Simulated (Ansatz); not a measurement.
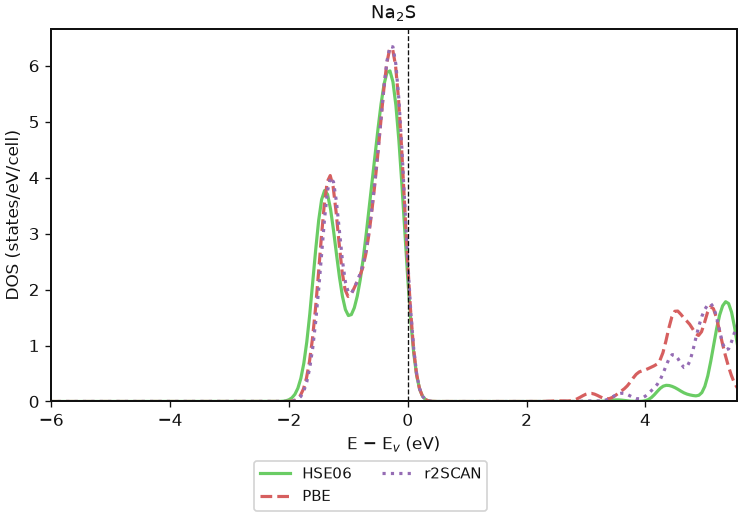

Total densities of states of Na2S, space group Fm-3m, 3 atoms in the cell, antifluorite type, by three methods on the same cell. The curves are built from the levels of the k mesh with Gaussians 0.3 eV wide, which also blur the band edges. Each is counted from its own valence-band top.

How do the methods compare?

Answer. HSE06 gives a gap of 3.53 eV, PBE gives a gap of 2.53 eV and r2SCAN gives a gap of 3.09 eV.

Settings. HSE06: DFT, HSE06, plane waves, PAW, no spin polarisation, 6×6×6 k mesh, 420 eV cutoff (Ansatz 0.2.0). PBE: DFT, PBE, plane waves, PAW, no spin polarisation, 8×8×8 k mesh, 420 eV cutoff (Ansatz 0.2.0). r2SCAN: DFT, r2SCAN, plane waves, PAW, no spin polarisation, 8×8×8 k mesh, 500 eV cutoff (Ansatz 0.2.0).
